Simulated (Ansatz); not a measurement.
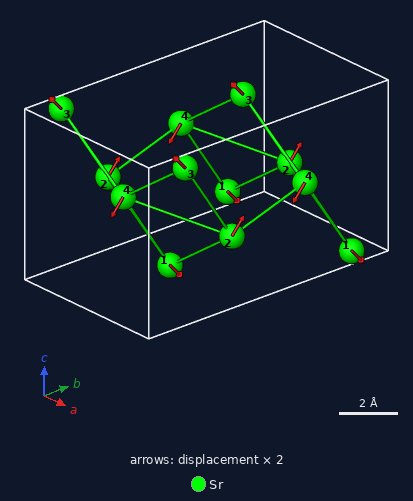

A relaxation of solid Sr (built on the alpha-gallium_64 type). The starting structure is drawn; red arrows show the displacements (the part carried along by the change of the cell is left out), magnified 2 times.

Style: ball-and-stick. Shown: the conventional cell (2 times the calculation's cell), from a free direction. Lengths and directions refer to the drawn axes.

Case: alpha-gallium type (Cmce, No. 64).

Computed with DFT PBEsol, scalar-relativistic, plane waves, PAW in Ansatz.

The input:
```yaml
crystal:
  lattice:
    - [3.2856338894, -5.5685401286, 0.0]
    - [3.2856338894, 5.5685401286, 0.0]
    - [0.0, 0.0, 6.5800086853]
  atoms:
    - { symbol: Sr, position: [0.1525, 0.8475, 0.0785] }
    - { symbol: Sr, position: [0.6525, 0.3475, 0.4215] }
    - { symbol: Sr, position: [0.8475, 0.1525, 0.9215] }
    - { symbol: Sr, position: [0.3475, 0.6525, 0.5785] }
basis:
  ecutwfc: 420
kpoints:
  mp_grid: { grid: [8, 8, 8] }
hamiltonian:
  xc: pbesol
scf:
  occupations: { method: gaussian, width: 0.1 }
output:
  forces: true
  stress: true
  eigenvalues: true
relax:
  adjacent_minimum: "off"
  f_tol: 0.01
  max_steps: 80
  cell: { stress_tol: 0.05 }
```

### What happened in the run?

The largest moves relative to the cell, 0.45 Å, are those of Sr1, Sr2, Sr3 and Sr4. Sr1 goes roughly along [0 1 −3]. Cell: a 6.571 → 6.842 Å (+4.1 %), b 11.137 → 14.556 Å (+30.7 %), c 6.580 → 4.232 Å (−35.7 %). Volume −12.5 %. Some distances before and after: Sr1–Sr1 6.580 → 4.232 Å, Sr1–Sr2 5.430 → 4.023 Å, Sr1–Sr3 4.072 → 4.846 Å, Sr1–Sr3 (another image) 3.550 → 3.845 Å. Among the angles between lasting bonds that change: Sr4–Sr1–Sr4 113.1° → 63.3°, Sr3–Sr1–Sr4 106.5° → 148.3°, Sr2–Sr1–Sr4 118.2° → 106.0°. The space group (tolerance 0.01 Å) goes from Cmce (No. 64) to Fmmm (No. 69). After 15 accepted moves (18 points after the start) the energy has fallen by 419 meV per atom. The largest force component goes from 0.23 to 0.00087 eV/Å. The pressure goes from 0.67 to 0.02 GPa. The line search rejected the trial step at point 7 of the run. At 2 points the geometry stayed and the basis and grid were re-selected for the new cell (energy shift of 3.1 meV per atom at most each time).
